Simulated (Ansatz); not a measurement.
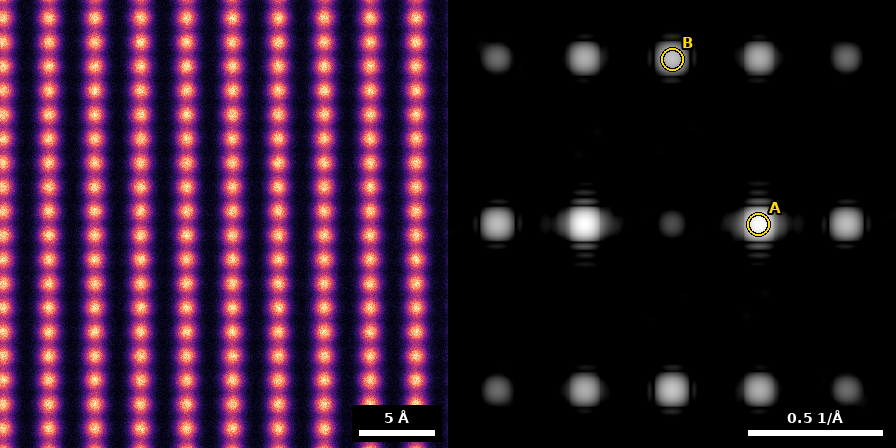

Dark-field STEM-like image of a crystal. Simulated incoherent Z contrast: every atom adds Z^1.7 spread by a probe of 1.13 Å full width; channelling and multiple scattering are left out. The probe carries 25 % of its weight in a tail 2.5 times as wide. Shot noise was added.

The right panel is the modulus of the image's Fourier transform on a logarithmic scale.

### Which lattice spacings do the marked spots stand for, and what angle do A and B enclose?

A: 3.1 Å, B: 1.6 Å; A and B enclose about 90°.

The crystal is Sb (P6/mmm, No. 191) along [210]; the spots are (001) and (1 -2 0). Atomic positions: coordinates from a relaxation with DFT PBEsol, scalar-relativistic, plane waves, PAW in Ansatz; the starting structure was generated, so it need not be a known form of this composition.
